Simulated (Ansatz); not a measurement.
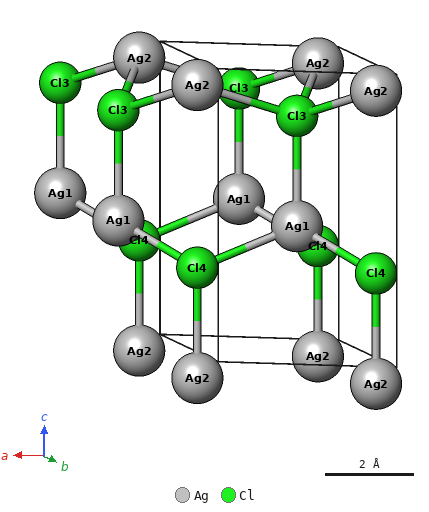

This is the input geometry for a relaxation of solid AgCl (a generated structure, set up in P6_3mc). Style: ball-and-stick. Shown: the cell of the calculation, repeated 2 × 2 × 1 with one cell outlined, from a free direction.

Case: Cd → Ag, S → Cl on all its sites, cell and atoms relaxed.

Method: Ansatz, DFT PBE, scalar-relativistic, plane waves, PAW.

Input file:
```yaml
crystal:
  lattice:
    - [4.1744995511, 0.0, 0.0]
    - [-2.0872497756, 3.6152226594, 0.0]
    - [0.0, 0.0, 6.7948703456]
  atoms:
    - { symbol: Ag, position: [0.6666666667, 0.3333333333, 0.5002641353] }
    - { symbol: Ag, position: [0.3333333333, 0.6666666667, 0.0002641353] }
    - { symbol: Cl, position: [0.6666666667, 0.3333333333, 0.8767358647] }
    - { symbol: Cl, position: [0.3333333333, 0.6666666667, 0.3767358647] }
basis:
  ecutwfc: 420
kpoints:
  mp_grid: { grid: [9, 9, 4] }
hamiltonian:
  xc: pbe
scf:
  occupations: { method: gaussian, width: 0.02 }
output:
  forces: true
  stress: true
  eigenvalues: true
relax:
  adjacent_minimum: "off"
  f_tol: 0.01
  max_steps: 60
  cell: { stress_tol: 0.1 }
```

Run as
```bash
ansatz run input.yaml --threads 1 --pin off --max-ram 2560MiB --backend cpu --events-out ev --progress --plain --runs-dir out
```

### What does the optimiser find from here?

After 3 accepted moves (4 points after the start) the energy has fallen by 18.9 meV per atom. Largest force component: 0.0023 eV/Å at the start, 0.0031 eV/Å at the end. Pressure: 3.00 GPa at the start and −0.01 GPa at the end. The SCF was repeated once at an unchanged geometry on a basis and grid sized afresh for the cell, which shifted the energy by 0.3 meV per atom at most. The largest moves relative to the cell, 0.008 Å, are those of Ag1, Ag2, Cl3 and Cl4. Cl4 goes along +c. By element the largest moves are Cl 0.008 Å, Ag 0.008 Å. The volume changes by +8.5 %, with a 4.175 → 4.301 Å (+3.0 %), b 4.174 → 4.301 Å (+3.0 %), c 6.795 → 6.948 Å (+2.2 %). Near-neighbour distances that change, for instance: Ag1–Cl3 2.558 → 2.632 Å, Ag1–Cl4 2.552 → 2.622 Å. The space group stays P6_3mc (No. 186).

The end point in the same view:

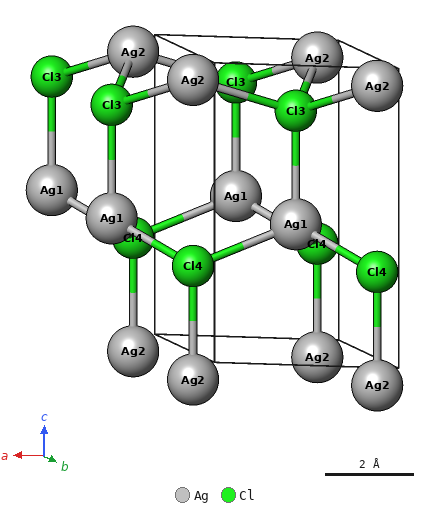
